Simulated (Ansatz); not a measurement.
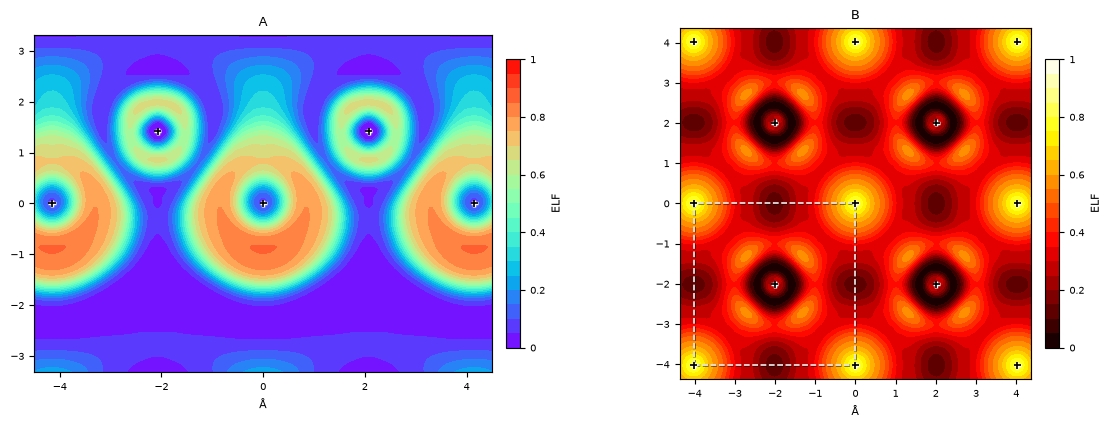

The electron localisation function of 2 systems, each on a plane through atoms (crosses mark nuclei in the plane).

Method: Ansatz 0.2.0, Kohn-Sham DFT of a periodic cell, LDA, Ansatz PAW.

System 1: Al₃Au, the (001) plane of the conventional cell. Space group I4/mmm; a structure from a database of computed crystals, not necessarily the ambient phase; computed pressure about −3 GPa in this cell.

```
CELL_PARAMETERS angstrom
4.02348 0.00000 0.00000
0.00000 4.02348 0.00000
0.00000 0.00000 8.05875
ATOMIC_POSITIONS crystal
Au 0.00000 0.00000 0.00000
Au 0.50000 0.50000 0.50000
Al 0.00000 0.00000 0.50000
Al 0.50000 0.50000 0.00000
Al 0.50000 0.00000 0.25000
Al 0.00000 0.50000 0.75000
Al 0.00000 0.50000 0.25000
Al 0.50000 0.00000 0.75000
```

System 2: TiSe, the (010) plane of the conventional cell. Space group P4/nmm; a structure from a database of computed crystals, not necessarily the ambient phase; not relaxed (largest force 0.4 eV/Å); computed pressure about −4 GPa in this cell.

```
Se Ti
1.0
     4.15031    0.00000    0.00000
     0.00000    4.15031    0.00000
     0.00000    0.00000    5.94426
Se Ti
2 2
Direct
  0.00000 0.50000 0.76056
  0.50000 0.00000 0.23944
  0.00000 0.00000 0.00000
  0.50000 0.50000 0.00000
```

Question: Match each panel to its system.

Answer: Panel A is system 2, TiSe: the plane holds Se and Ti. Ti–Se (2.52 Å): the ELF is about 0.45 at the midpoint. Panel B is system 1, Al₃Au: the plane holds Au and Al. Al–Au (2.85 Å): the ELF is about 0.40 at the midpoint.
